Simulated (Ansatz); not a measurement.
# Run report: SnTe, geometry relaxation (part 2 of 2)

Continued. System: SnTe (Fm-3m, 2 atoms in the cell). Method: DFT PBEsol, scalar-relativistic, plane waves, PAW, no spin polarisation (Ansatz 0.2.0); cutoff 420 eV, 10×10×10 k-mesh, Gaussian smearing of 0.01 eV. The structure derives from an entry of the Crystallography Open Database.

Geometry of the input (Å; fractional positions):
```
0.0000  3.1509  3.1509
3.1509  0.0000  3.1509
3.1509  3.1509  0.0000
Sn 0.0000  0.0000  0.0000
Te 0.5000  0.5000  0.5000
```

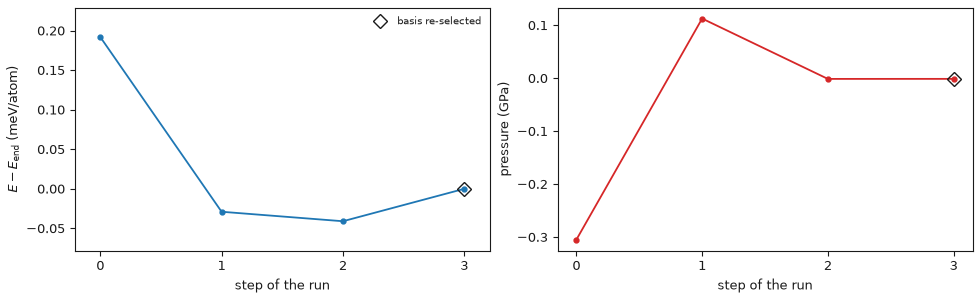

Progress of the relaxation, step by step (the first geometry is step 0 here and step 1 in the log). After 2 geometry steps the energy has fallen by 0.2 meV per atom. All forces vanish by symmetry, so only the cell relaxes. Pressure: −0.30 GPa at the start and 0.00 GPa at the end. No atom moves by more than 0.005 Å relative to the cell. The volume changes by −0.6 %, with a = b = c 6.302 → 6.288 Å (−0.2 %). Distances before and after: Sn1–Te2 3.151 → 3.144 Å. The space group stays Fm-3m (No. 225). A last SCF at the same geometry on a re-selected plane-wave basis shifts the energy by +0.0 meV per atom. (Atoms are counted from 1 in the order of the input.)

```
basis re-selected at this cell: Δ(F+E_penalty+E_count) = +8.207e-5 eV, ΔP = +0.000 GPa vs the last step (what re-selecting the basis moved, of the pressure what is left beyond the Pulay correction that the steps carried, after the strain that the cell walked since its last selection, with what the two solves' SCF thresholds leave and, on support functions, any second-order correction that the steps lacked; it is no measure of the basis error at this ecutwfc). This SCF's stress stands 1.20e-3 GPa from its target on what of the cell is left free (relax.cell.stress_tol is 5.00e-2 GPa) and its largest allowed force component is 1.16e-29 eV/Å (relax.f_tol is 5.00e-3 eV/Å): within both
SCF converged after 8 iterations
Free energy (F): -12851.849120 eV
Harris-Foulkes:  -12851.849120 eV  (|F-HF|=1.82e-12)
Internal energy: -12851.849120 eV  (E = F + TS)
E sigma→0 (E₀):  -12851.849120 eV
Fermi energy:    9.656323 eV
--- Per-component energies (eV) ---
  E_band       = -354.126610
  E_kinetic    = 366.933428
  E_local      = -2146.607886  (includes V_loc(G=0)·N_el)
  E_nonlocal   = -338.804881
  E_hartree    = 1348.182230
  E_xc         = -503.620313
  E_vxc        = -202.045722  (∫ρ·V_xc dr)
  E_paw        = -8646.749425  (= ΣΔE_a)
  E_vpaw       = -729.965853  (= ΣTr[D̂ρ^β])
  E_aug_tail   = -0.000158  (compensation charges beyond the density's cutoff)
  E_ewald      = -2931.841771
  E_core_change = 0.659655  (= ΣΔE_core)
  E_smearing   = -0.000000  (= −TS)
  E_closure    = -0.000000  (closes the sum)
  Σ components = -12851.849120   (vs F -12851.849120, Δ=0.00e0)
--- Forces (eV/Å), atoms counted from 1 ---
  atom   1  Sn    -0.00000000     0.00000000     0.00000000
  atom   2  Te     0.00000000    -0.00000000     0.00000000
  max |Σ_I F_I| component: 2.10e-29 eV/Å
--- Stress (GPa, compression-positive) ---
       -0.001195      -0.000000      -0.000000
       -0.000000      -0.001195       0.000000
       -0.000000       0.000000      -0.001195
  P = ⅓ Tr σ = -0.0012 GPa (-0.012 kbar)
--- Band table (eV; the first three rows and the last of 47) ---
  k-point 0: bands = ["-27.3978", "-27.3978", "-27.3930", "-27.3930", "-27.3930", "-12.1821", "-12.1821", "-12.1753", "-12.1753", "-12.1753", "-3.2426", "4.9377", "7.4806", "7.4806", "7.4806", "12.9773", "12.9773", "12.9773", "14.3586"]
  k-point 1: bands = ["-27.3977", "-27.3977", "-27.3930", "-27.3930", "-27.3930", "-12.1825", "-12.1825", "-12.1751", "-12.1747", "-12.1747", "-3.1571", "4.4453", "7.4946", "7.4946", "7.8332", "12.5037", "12.5037", "12.5179", "14.2748"]
  k-point 2: bands = ["-27.3977", "-27.3977", "-27.3929", "-27.3928", "-27.3928", "-12.1840", "-12.1840", "-12.1748", "-12.1730", "-12.1730", "-2.9098", "3.4541", "7.5440", "7.5440", "8.4182", "11.6218", "11.6218", "11.6629", "14.4196"]
  k-point 46: bands = ["-27.3980", "-27.3973", "-27.3928", "-27.3923", "-27.3917", "-12.1962", "-12.1821", "-12.1742", "-12.1695", "-12.1640", "-1.5545", "2.2885", "4.4882", "5.0346", "8.2935", "11.0506", "13.4785", "14.8693", "15.2595"]
--- Relaxed structure (3 steps of the walk, 3 accepted, 1 SCFs on fresh bases) ---
  F+E_penalty+E_count = -12851.84911971 eV   max|allowed force component| = 1.157e-29 eV/Å   (the final SCF, on the basis selected at the relaxed cell)
  cell:  # Å, volume = 62.1567 Å³
    - [1.3247967285528534e-33, 3.1440243170957336, 3.1440243170957336]
    - [3.1440243170957336, 3.057223219737354e-34, 3.1440243170957336]
    - [3.1440243170957336, 3.1440243170957336, -2.0381488131582366e-34]
  atoms:
    - { symbol: Sn, position: [1.0346534002953548e-36, -7.560928694488772e-37, -1.6315688235480645e-36] }
    - { symbol: Te, position: [0.5, 0.5, 0.5] }
```

## Trajectory as extended XYZ (Å, eV, eV/Å), 4 frames, from step=1 to step=4
```
2
Lattice="0.0000 3.1509 3.1509 3.1509 0.0000 3.1509 3.1509 3.1509 0.0000" Properties=species:S:1:pos:R:3:forces:R:3 step=1 energy=-12851.84874 pressure_GPa=-0.30
Sn    0.0000    0.0000    0.0000    0.0000   0.0000   0.0000
Te    3.1509    3.1509    3.1509    0.0000   0.0000   0.0000
2
Lattice="0.0000 3.1415 3.1415 3.1415 0.0000 3.1415 3.1415 3.1415 0.0000" Properties=species:S:1:pos:R:3:forces:R:3 step=2 energy=-12851.84918 pressure_GPa=0.11
Sn    0.0000    0.0000    0.0000    0.0000   0.0000   0.0000
Te    3.1415    3.1415    3.1415    0.0000   0.0000   0.0000
2
Lattice="0.0000 3.1440 3.1440 3.1440 0.0000 3.1440 3.1440 3.1440 0.0000" Properties=species:S:1:pos:R:3:forces:R:3 step=3 energy=-12851.84920 pressure_GPa=-0.00
Sn    0.0000    0.0000    0.0000    0.0000   0.0000   0.0000
Te    3.1440    3.1440    3.1440    0.0000   0.0000   0.0000
2
Lattice="0.0000 3.1440 3.1440 3.1440 0.0000 3.1440 3.1440 3.1440 0.0000" Properties=species:S:1:pos:R:3:forces:R:3 step=4 energy=-12851.84912 pressure_GPa=-0.00
Sn    0.0000    0.0000    0.0000    0.0000   0.0000   0.0000
Te    3.1440    3.1440    3.1440    0.0000   0.0000   0.0000
```

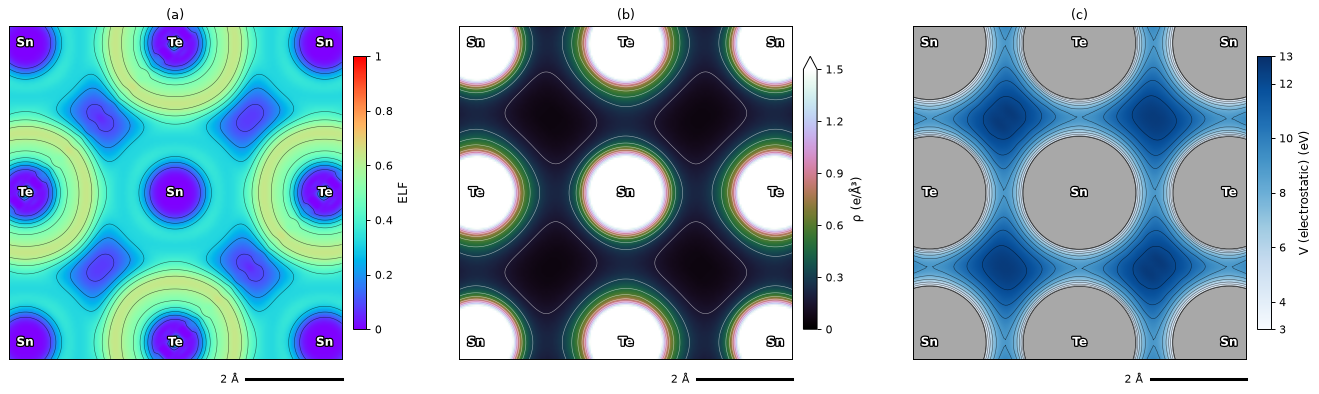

(a) electron localisation function; (b) valence pseudo-density; (c) electrostatic potential energy of an electron on the (010) plane of the conventional cell. Grey discs, where drawn, cover atomic cores. Atoms in the plane: Sn and Te. Sn–Te (3.14 Å): the density is about 0.23 e/Å³ at the midpoint; the ELF peaks at about 0.65 in the valence shell of Te, 1.3 Å from its nucleus, and drops to about 0.35 between the two atoms. Away from the nuclei the density in this plane falls to 0.05 e/Å³ at its lowest. Outside the cores the potential energy rises away from the atoms and is highest about 2.1 Å from the nearest atoms; outside the discs it spans about 9 eV, and its zero is arbitrary. The fields are those of the smooth PAW valence density.

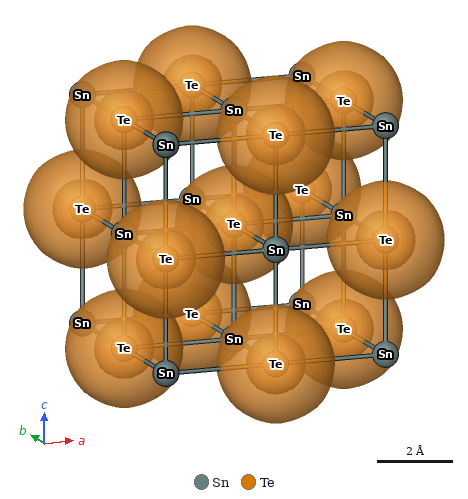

Isosurface of the ELF at 0.45 (orange), seen slightly off an axis. Core shells and regions of very low density are left out. Sticks mark near contacts. The outline is the cell set on symmetry axes. Values along the shortest contacts: Sn–Te (3.14 Å): the ELF peaks at about 0.65 in the valence shell of Te, 1.3 Å from its nucleus, and drops to about 0.35 between the two atoms.

## Results in brief

| quantity | value |
| --- | --- |
| outcome | converged |
| space group (tolerance 0.01 Å) | Fm-3m (225) |
| electrons treated | 30 |
| free energy | −12851.8491 eV |
| Fermi energy | 9.656 eV |
| gap on the k-point mesh | 0.16 eV |
| pressure | 0.00 GPa |
| final volume | 62.16 Å³ |
| largest force (length of the vector) at the end | under 0.001 eV/Å |
| final cell | a = 4.446 Å, b = 4.446 Å, c = 4.446 Å, α = 60.00°, β = 60.00°, γ = 60.00° |
| wall time | 8.9 s (CPU time 17 s) |
| peak memory | 0.38 GiB |
